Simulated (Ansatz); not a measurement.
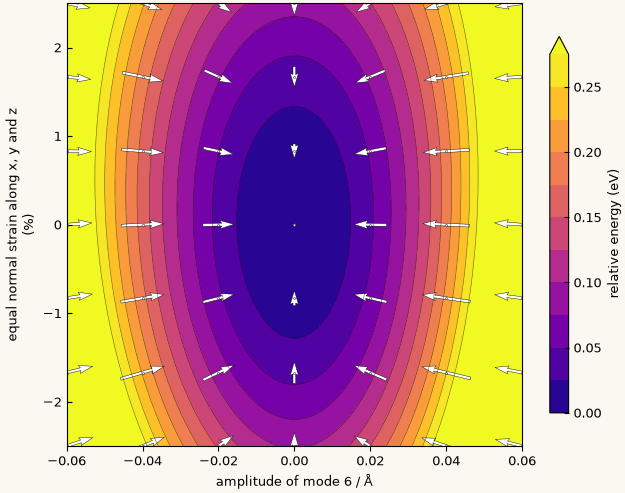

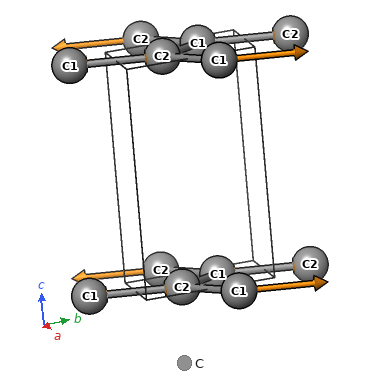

Energy landscape of C (P6/mmm, No. 191; 2 atoms in the cell). The energy is mapped over a normal mode and a strain (zone-centre modes of the 2-atom cell of this scan) (x along [1 0 0], y along [1 2 0], z along [0 0 1] of the conventional cell). Coordinates scanned: (1) amplitude of mode 6 (1586 cm⁻¹), largest displacement in the unstrained cell; (2) equal normal strain along x, y and z. Nothing is relaxed (the pattern is fixed in fractional coordinates). The grid has 7 × 7 points. Points are written as (first, second). Energies are in eV per cell, from the lowest grid point. Method: DFT PBEsol+D3(BJ), scalar-relativistic, plane waves, PAW (Ansatz 0.2.0). Settings: cutoff 520 eV, k-mesh 21×21×12 in the order of the run's cell vectors, gaussian smearing 0.15 eV, no spin polarisation.

In the figure: filled contours, dots at the grid points, arrows along the force (downhill), their lengths compressed, one colour for all values above the top of the scale. Between grid points the surface is interpolated. The second picture is the structure at the lowest point

Summarise what can be read from the map.

Answer. The lowest grid point is at (0.00 Å, 0.00 %). It is the only kind of minimum in the scanned range. The highest grid point, (0.06 Å, −2.50 %), lies 0.599 eV above the lowest.

Grid values (eV):

| second ↓, first → | −0.06 | −0.04 | −0.02 | 0.00 | 0.02 | 0.04 | 0.06 |
| --- | --- | --- | --- | --- | --- | --- | --- |
| 2.50 | 0.396 | 0.228 | 0.122 | 0.085 | 0.124 | 0.247 | 0.460 |
| 1.67 | 0.365 | 0.189 | 0.078 | 0.039 | 0.080 | 0.210 | 0.434 |
| 0.83 | 0.351 | 0.167 | 0.051 | 0.010 | 0.053 | 0.189 | 0.425 |
| 0.00 | 0.357 | 0.165 | 0.043 | 0.000 | 0.046 | 0.188 | 0.436 |
| −0.83 | 0.383 | 0.183 | 0.055 | 0.010 | 0.058 | 0.207 | 0.467 |
| −1.67 | 0.433 | 0.223 | 0.090 | 0.043 | 0.093 | 0.249 | 0.521 |
| −2.50 | 0.505 | 0.286 | 0.147 | 0.098 | 0.150 | 0.314 | 0.599 |

Time for the 49 points that were run: 16 min on 1 thread of Arm Neoverse N1, with other jobs on the host.

PAW datasets: the set soft_1.
